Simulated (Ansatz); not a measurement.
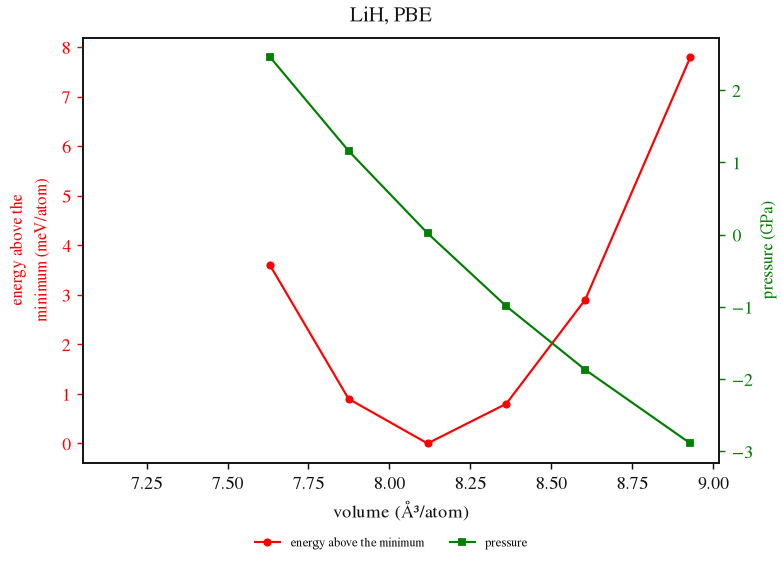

Plotted: energy above the minimum and pressure against volume for LiH, space group R-3m (No. 166) (cell built by us, not taken from a database).

Cell as given: a = 9.657 Å, b = 9.657 Å, c = 9.657 Å, α = 16.71°, β = 16.71°, γ = 16.71°; 8 atoms.

Computed with Ansatz 0.2.0: third-order Birch-Murnaghan fit to density functional energies at scaled volumes of the given relaxed cell, shape and atoms relaxed at each volume; energies count from the fitted minimum; plane waves with PAW datasets, Γ-centred k mesh. Level: PBE, no spin polarisation.

| setting | value |
| --- | --- |
| wave cutoff | 420 eV |
| k mesh | 12×12×12 |
| occupations | Gaussian |
| smearing width | 0.02 eV |

The points at volume 7.144 Å³/atom and 7.387 Å³/atom are left out of the plot. What values does the calculation give there?

```csv
volume (Å³/atom),energy above the minimum (meV/atom),pressure (GPa)
7.144,15.7,5.64
7.387,8.4,3.94
```
